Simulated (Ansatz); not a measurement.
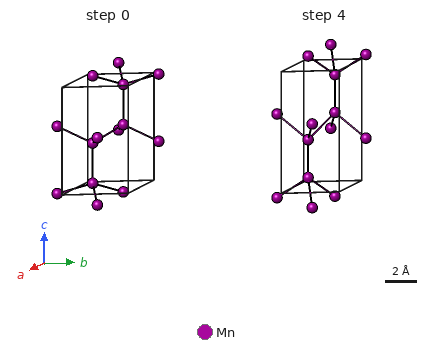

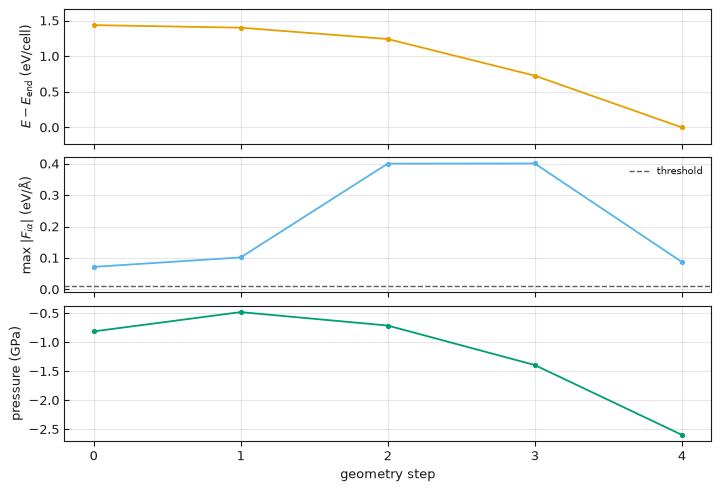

First and last geometry of a relaxation of a crystal of Mn (a generated structure, set up in P6_3/mmc), with the history of the run. A ball-and-stick model of the cell of the calculation, seen slightly off an axis.

Case: Ge → Mn on all its sites, cell and atoms relaxed.

All numbers below come from Ansatz 0.2.0, DFT r2SCAN, scalar-relativistic, plane waves, PAW. Set-up: plane-wave cutoff 500 eV; k-point mesh 12 × 12 × 6; occupations gaussian; smearing width 0.1 eV; collinear spin; cell and atoms relaxed; force threshold 0.01 eV/Å; at most 60 steps.

Question: What do the curves and the structures tell?

Answer: The run was cut off at its time limit before the relaxation converged, so the last structure is only a point on the way. The largest moves relative to the cell, 0.26 Å, are those of Mn atoms. The volume changes by −13.2 %, with a = b 4.409 → 3.863 Å (−12.4 %), c 7.286 → 8.239 Å (+13.1 %). Near-neighbour distances that change, for instance: Mn–Mn 2.725 → 2.566 Å, Mn–Mn 2.706 → 2.718 Å. Bond angles that change, for instance: Mn–Mn–Mn 109.1° → 90.6°, Mn–Mn–Mn 109.8° → 124.9°. The space group stays P6_3/mmc (No. 194). Over 4 geometry steps the energy falls by 1.436 eV per cell of the calculation. Largest force component: 0.072 eV/Å at the start, 0.087 eV/Å at the end. The pressure goes from −0.81 to −2.60 GPa.

```json
{"step": "0", "E − E(0), meV/atom": "0.00", "largest force component, eV/Å": "0.0716", "pressure, GPa": "-0.81", "volume, Å³/atom": "30.670"}
{"step": "1", "E − E(0), meV/atom": "-8.98", "largest force component, eV/Å": "0.1016", "pressure, GPa": "-0.48", "volume, Å³/atom": "29.779"}
{"step": "2", "E − E(0), meV/atom": "-48.84", "largest force component, eV/Å": "0.4000", "pressure, GPa": "-0.71", "volume, Å³/atom": "29.189"}
{"step": "3", "E − E(0), meV/atom": "-177.50", "largest force component, eV/Å": "0.4004", "pressure, GPa": "-1.39", "volume, Å³/atom": "28.160"}
{"step": "4", "E − E(0), meV/atom": "-358.98", "largest force component, eV/Å": "0.0872", "pressure, GPa": "-2.60", "volume, Å³/atom": "26.615"}
```
